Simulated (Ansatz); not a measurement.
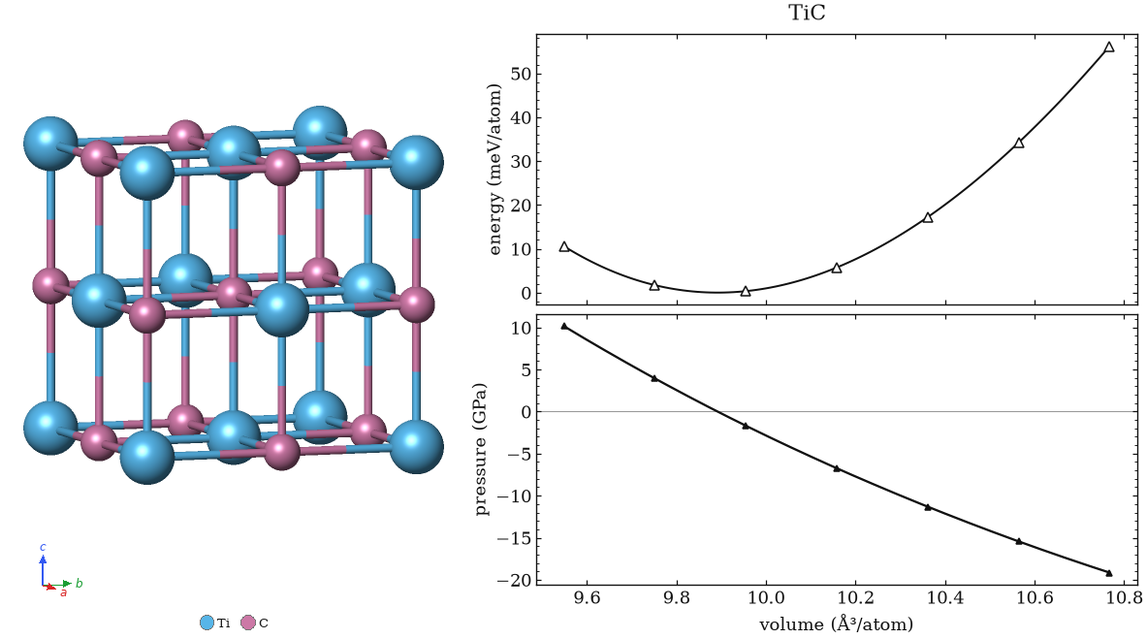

Figure. Energy and pressure against volume for TiC, space group Fm-3m (No. 225). The conventional cell is drawn beside the plot.

A third-order Birch–Murnaghan fit gives V0 = 9.89 Å³/atom, B0 = 268 GPa and B′ = 4.0. The energy is 10.57 meV/atom at volume 9.55 Å³/atom and 56.19 meV/atom at 10.77 Å³/atom; the lowest computed point is at volume 9.95 Å³/atom (0.33 meV/atom), and no other minimum shows. The pressure falls from 10.16 GPa at volume 9.55 Å³/atom to −19.15 GPa at 10.77 Å³/atom, and changes sign near 9.89 Å³/atom.

Computed with Ansatz 0.2.0: all-electron LAPW DFT, no spin polarisation; energies at scaled volumes of the given cell, shape and fractions fixed, counted from the fit's minimum, third-order Birch-Murnaghan fit. Level: PBEsol.

- k mesh: 11×11×11
- occupations: Fermi–Dirac
- smearing width: 0.05 eV
- potentials: all electron LAPW, scalar relativistic
- program settings: basis error eV/atom 0.001

Cell as given: a = 3.063 Å, b = 3.063 Å, c = 3.063 Å, α = 60.00°, β = 60.00°, γ = 60.00°; 2 atoms.
